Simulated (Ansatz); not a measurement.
**Run report: HfO2, single-point calculation (part 1 of 2)**

HfO2 (P2₁/c, 24 atoms in the cell), computed with DFT PBE, scalar-relativistic, plane waves, PAW, no spin polarisation (Ansatz 0.2.0).

The structure derives from a Materials Project entry. It belongs to a series of runs on one base structure; here: the perfect crystal in a cell of 24 atoms. Figures and captions count atoms from 1; the log counts them from 0 in places.

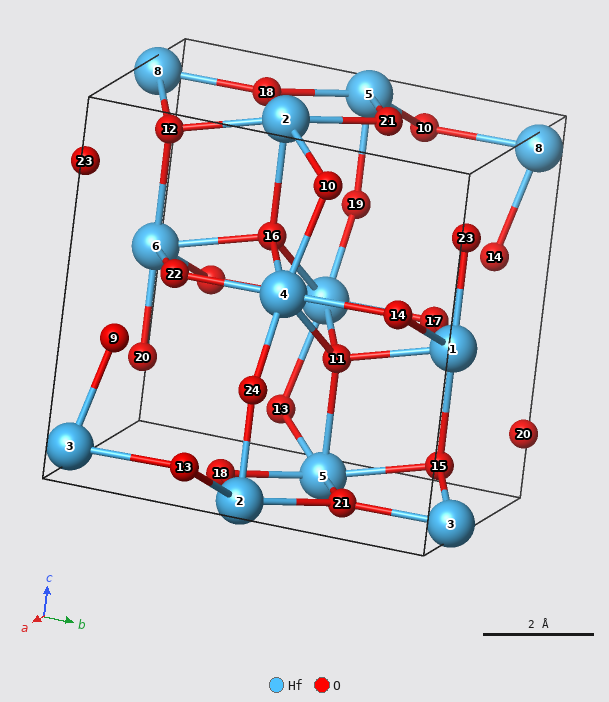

*The structure (ball-and-stick view of the cell of the calculation, seen slightly off an axis; atoms are numbered from 1 in the order of the input). An atom can appear more than once, as a periodic image.*

## Results in brief

| quantity | value |
| --- | --- |
| outcome | converged |
| space group (tolerance 0.01 Å) | P2₁/c (14) |
| electrons treated | 304 |
| free energy | −134893.4385 eV |
| Fermi energy | 15.809 eV |
| gap on the k-point mesh | 4.31 eV |
| pressure | 0.02 GPa |
| largest force (length of the vector) | 0.005 eV/Å |
| hardware | 8 threads of Arm Neoverse V1, 24 GiB of memory available, shared host |
| wall time | 3 s (CPU time 21 s) |
| peak memory | 0.95 GiB |

Spin–orbit coupling is left out, which matters for Hf.

## The input
```yaml
crystal:
  lattice:
    - [4.2677985334, 0.0, 5.2715318497]
    - [-5.1609175396, 5.2121208449, 0.0053571393]
    - [-5.1609175396, -5.2121208449, 0.0053571393]
  atoms:
    - { symbol: Hf, position: [0.7083732276, 0.9448498408, 0.4877885583] }
    - { symbol: Hf, position: [0.7083732276, 0.4448498408, 0.9877885583] }
    - { symbol: Hf, position: [0.7916267724, 0.0122114417, 0.0551501592] }
    - { symbol: Hf, position: [0.7916267724, 0.5122114417, 0.5551501592] }
    - { symbol: Hf, position: [0.2916267724, 0.5551501592, 0.0122114417] }
    - { symbol: Hf, position: [0.2916267724, 0.0551501592, 0.5122114417] }
    - { symbol: Hf, position: [0.2083732276, 0.4877885583, 0.4448498408] }
    - { symbol: Hf, position: [0.2083732276, 0.9877885583, 0.9448498408] }
    - { symbol: O, position: [0.9766481039, 0.1351254423, 0.3923389989] }
    - { symbol: O, position: [0.9766481039, 0.6351254423, 0.8923389989] }
    - { symbol: O, position: [0.5233518961, 0.6076610011, 0.3648745577] }
    - { symbol: O, position: [0.5233518961, 0.1076610011, 0.8648745577] }
    - { symbol: O, position: [0.0233518961, 0.3648745577, 0.1076610011] }
    - { symbol: O, position: [0.0233518961, 0.8648745577, 0.6076610011] }
    - { symbol: O, position: [0.4766481039, 0.8923389989, 0.1351254423] }
    - { symbol: O, position: [0.4766481039, 0.3923389989, 0.6351254423] }
    - { symbol: O, position: [0.3484185087, 0.804973257, 0.4763254661] }
    - { symbol: O, position: [0.3484185087, 0.304973257, 0.9763254661] }
    - { symbol: O, position: [0.1515814913, 0.5236745339, 0.695026743] }
    - { symbol: O, position: [0.1515814913, 0.0236745339, 0.195026743] }
    - { symbol: O, position: [0.6515814913, 0.695026743, 0.0236745339] }
    - { symbol: O, position: [0.6515814913, 0.195026743, 0.5236745339] }
    - { symbol: O, position: [0.8484185087, 0.9763254661, 0.804973257] }
    - { symbol: O, position: [0.8484185087, 0.4763254661, 0.304973257] }
basis:
  ecutwfc: 420
  xc_grid: 2
kpoints:
  mp_grid: { grid: [2, 2, 2], shift: [0.5, 0.5, 0.5] }
hamiltonian:
  xc: pbe
scf:
  occupations: { method: gaussian, width: 0.02 }
output:
  forces: true
  stress: true
  eigenvalues: true
  write_density: true
  write_potential: true
  elf: true
  volumetric_format: npy
```

Run as:
```bash
ansatz run input.yaml --threads 8 --pin off --max-ram 16384MiB --backend cpu --events-out ev --progress --plain --runs-dir out
```

## Output
```
Engine: ansatz 0.2.0, aarch64-unknown-linux-gnu
Pseudopotentials: kind: paw
Pseudopotential: Hf, paw, valence charge 26, recommended cutoff 420 eV (normal), Hf.paw.azcp
Pseudopotential: O, paw, valence charge 6, recommended cutoff 420 eV (normal), O.paw.azcp
Functional definition: PBE
  parameter kappa = 0.804
  parameter beta = 0.06672455060314922
  exchange = pbe_x(kappa = kappa, mu = beta*pi^2/3)
  correlation = pbe_c(beta = beta)
Crystal: 24 atoms, lattice volume = 283.840 Å³
Basis set: ecut = 420 eV, 5549 PW (Γ), exchange–correlation on 96×100×100 points (8 copies of the dense FFT grid, shifted against one another)
Bands: 183, of which v1, the nominal top of the filled ones, is band 152 counted from 1 (151 counted from 0)
Symmetry: 8 space group operations
Space group: P21/c (ITA 14), of the structure as read, at distance tolerance 6.6e-5 Å
k-points: 3 of 8
Non-local potential: Hf, projectors of the file, l = 0: 3, l = 1: 2, l = 2: 2, l = 3: 3
Non-local potential: O, projectors of the file, l = 0: 2, l = 1: 2, l = 2: 1
PAW form: soft (Blöchl's): semilocal exchange-correlation on the pseudo side does not see the compensation charge
PAW one-centre angular grid: Hf, 590 points (default); XC on 64 Gauss nodes
PAW one-centre angular grid: O, 110 points (default); XC on 64 Gauss nodes
Initial density: superposition of atomic densities (neutral atoms: chi_scale 0, normalization atom), corrected by the library's trained network
Initial wavefunctions: pseudopotential atomic-orbital guess
Functional: x = pbe(κ = 0.804, μ = 0.2195149727645171), c = pbe(β = 0.06672455060314922)
SCF iter   1: F=—  HF=-134893.433553 eV  |F-HF|=—  |Δ(HF+E_count)|=         —  Δρ=2.83e-3  dr2=9.11e-3  ethr=1.77e-3  ⟨swp⟩=6.0  Hψ=1649  notcnv=0  defer=52
preconditioner: auto → Resta (q_TF=auto, 2.760 Å⁻¹)  ε∞=5.3  [insulator: Δε(μ)=4.322 eV  Ē_g=18.026 eV  σ=0.020 eV  W_gap=1.00  n_scr=104 (ndim 8)  ℏωp=37.4 eV  f_vac=0.081  D(μ)=0.00/eV (n_scr^D=0)  ε∞_Penn≈5.3]
SCF iter   2: F=—  HF=-134893.436495 eV  |F-HF|=—  |Δ(HF+E_count)|=   2.94e-3  Δρ=1.45e-3  dr2=2.05e-3  ethr=3.00e-6  ⟨swp⟩=2.0  Hψ=1074  notcnv=0  defer=74
SCF iter   3: F=—  HF=-134893.438090 eV  |F-HF|=—  |Δ(HF+E_count)|=   1.60e-3  Δρ=5.35e-4  dr2=4.98e-4  ethr=6.73e-7  ⟨swp⟩=2.0  Hψ=825  notcnv=0  defer=74
SCF iter   4: F=—  HF=-134893.438353 eV  |F-HF|=—  |Δ(HF+E_count)|=   2.63e-4  Δρ=1.06e-4  dr2=2.95e-5  ethr=1.64e-7  ⟨swp⟩=2.0  Hψ=833  notcnv=0  defer=74
SCF iter   5: F=—  HF=-134893.438482 eV  |F-HF|=—  |Δ(HF+E_count)|=   1.29e-4  Δρ=5.01e-5  dr2=7.50e-6  ethr=9.70e-9  ⟨swp⟩=2.0  Hψ=833  notcnv=0  defer=74
SCF iter   6: F=—  HF=-134893.438484 eV  |F-HF|=—  |Δ(HF+E_count)|=   2.12e-6  Δρ=2.34e-5  dr2=1.28e-6  ethr=2.47e-9  ⟨swp⟩=2.0  Hψ=833  notcnv=0  defer=74
SCF iter   7: F=—  HF=-134893.438485 eV  |F-HF|=—  |Δ(HF+E_count)|=   2.18e-7  Δρ=6.40e-6  dr2=1.34e-7  ethr=4.22e-10  ⟨swp⟩=2.0  Hψ=833  notcnv=0  defer=74
SCF iter   8: F=-134893.438485 eV  HF=-134893.438485 eV  |F-HF|=8.03e-8  |Δ(HF+E_count)|=   2.38e-7  Δρ=3.27e-6  dr2=2.95e-8  ethr=3.29e-11  ⟨swp⟩=14.3  Hψ=4284  notcnv=0
SCF 1 converged in 8 iterations: F = -134893.438485 eV  dr2 = 2.95e-8
  greatest PAW one-centre occupation: 0.999 electrons in one spin orbital (limit 2), on the Hf atom at site 7 (counted from 0), in its partial waves of l = 0
```

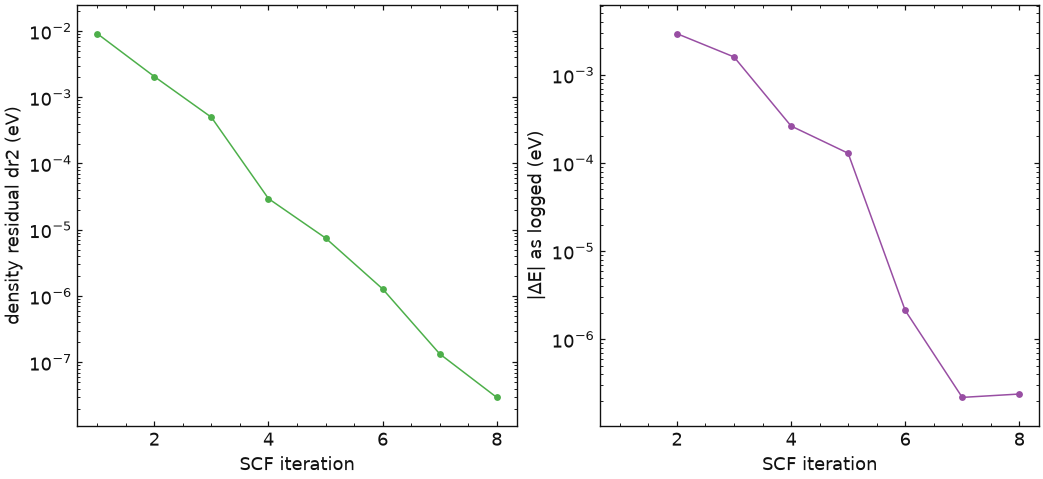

*Convergence of the self-consistent field: density residual dr2 and size of the energy change against the SCF iteration.*

The residual falls at every step.

```
SCF converged after 8 iterations
Free energy (F): -134893.438485 eV
Harris-Foulkes:  -134893.438485 eV  (|F-HF|=8.03e-8)
Internal energy: -134893.438485 eV  (E = F + TS)
E sigma→0 (E₀):  -134893.438485 eV
Fermi energy:    15.808962 eV
--- Per-component energies (eV) ---
  E_band       = -131.799737
  E_kinetic    = 6167.210653
  E_local      = -49783.579029  (includes V_loc(G=0)·N_el)
  E_nonlocal   = -9176.858984
  E_hartree    = 22732.517143
  E_xc         = -3579.727754
  E_vxc        = -3634.866396  (∫ρ·V_xc dr)
  E_paw        = -57945.624066  (= ΣΔE_a)
  E_vpaw       = 10831.259430  (= ΣTr[D̂ρ^β])
  E_aug_tail   = 0.039722  (compensation charges beyond the density's cutoff)
  E_ewald      = -43307.416169
  E_smearing   = -0.000000  (= −TS)
  E_closure    = 0.000000  (closes the sum)
  Σ components = -134893.438485   (vs F -134893.438485, Δ=0.00e0)
--- Forces (eV/Å), atoms counted from 1 ---
  atom   1  Hf     0.00274650     0.00223265     0.00385881
  atom   2  Hf     0.00274650     0.00223265     0.00385881
  atom   3  Hf    -0.00274650     0.00223265    -0.00385881
  atom   4  Hf    -0.00274650     0.00223265    -0.00385881
  atom   5  Hf    -0.00274650    -0.00223265    -0.00385881
  atom   6  Hf    -0.00274650    -0.00223265    -0.00385881
  atom   7  Hf     0.00274650    -0.00223265     0.00385881
  atom   8  Hf     0.00274650    -0.00223265     0.00385881
  atom   9  O      0.00233063    -0.00091353    -0.00303268
  atom  10  O      0.00233063    -0.00091353    -0.00303268
  atom  11  O     -0.00233063    -0.00091353     0.00303268
  atom  12  O     -0.00233063    -0.00091353     0.00303268
  atom  13  O     -0.00233063     0.00091353     0.00303268
  atom  14  O     -0.00233063     0.00091353     0.00303268
  atom  15  O      0.00233063     0.00091353    -0.00303268
  atom  16  O      0.00233063     0.00091353    -0.00303268
  atom  17  O      0.00048416     0.00251170    -0.00144061
  atom  18  O      0.00048416     0.00251170    -0.00144061
  atom  19  O     -0.00048416     0.00251170     0.00144061
  atom  20  O     -0.00048416     0.00251170     0.00144061
  atom  21  O     -0.00048416    -0.00251170     0.00144061
  atom  22  O     -0.00048416    -0.00251170     0.00144061
  atom  23  O      0.00048416    -0.00251170    -0.00144061
  atom  24  O      0.00048416    -0.00251170    -0.00144061
  max |Σ_I F_I| component: 1.39e-17 eV/Å
--- Stress (GPa, compression-positive) ---
        0.024890      -0.000000      -0.003574
       -0.000000      -0.000912       0.000000
       -0.003574       0.000000       0.038093
  P = ⅓ Tr σ = 0.0207 GPa (0.207 kbar)
--- Band table (eV) ---
```
